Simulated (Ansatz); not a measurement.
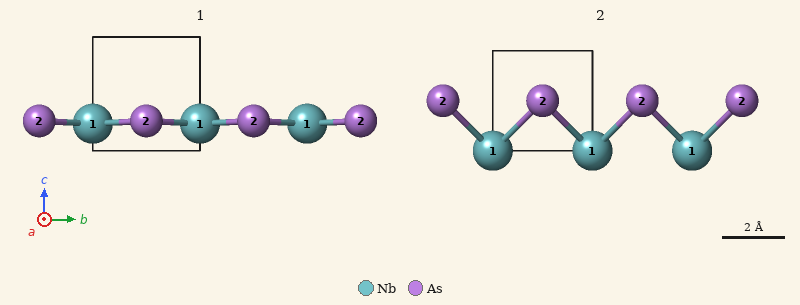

Two geometries of crystalline NbAs (a generated structure, set up in P4mm) (coarse preliminary run), drawn at one scale. One is the start of a relaxation, the other its converged end. A ball-and-stick model of the cell of the calculation, repeated 1 × 2 × 1 with one cell outlined, seen along the a axis.

These are results of Ansatz 0.2.0, DFT PBE, scalar-relativistic, plane waves, PAW, not measurements. Settings: plane-wave cutoff 420 eV; k-point mesh 6 × 6 × 6; occupations gaussian; smearing width 0.1 eV; no spin polarisation; cell and atoms relaxed; force threshold 0.04 eV/Å; at most 70 steps.

Which one is relaxed?

Answer. Structure 2 is the relaxed one. After 11 accepted moves (12 points after the start) the energy has fallen by 842 meV per atom. The largest force component goes from 0.13 to 0.00014 eV/Å. Pressure: 9.73 GPa at the start and −0.01 GPa at the end. The SCF was repeated once at an unchanged geometry on a basis and grid sized afresh for the cell, which shifted the energy by 0.5 meV per atom at most. The largest moves relative to the cell, 0.77 Å, are those of Nb1 and As2. Nb1 goes along −c. Largest moves by element: Nb 0.77 Å, As 0.77 Å. The drawn cell changes as follows: a = b 3.459 → 3.216 Å (−7.0 %), c 3.669 → 3.225 Å (−12.1 %); the volume changes by −24.0 %. Among the contacts that change: Nb1–As2 4.337 → 2.788 Å, As2–As2 3.669 → 3.225 Å, Nb1–Nb1 3.669 → 3.225 Å, Nb1–As2 (another image) 2.447 → 2.788 Å. New bonds form: Nb1–As2 (4.34 → 2.79 Å). Among the angles between lasting bonds that change: As2–Nb1–As2 175.9° → 109.3°, Nb1–As2–Nb1 175.9° → 109.3°, Nb1–As2–Nb1 89.9° → 70.5°. The space group (tolerance 0.01 Å) goes from P4mm (No. 99) to Pm-3m (No. 221). The run took 36 s on 1 thread of Arm Neoverse V2 (shared host), peak memory 0.34 GiB.
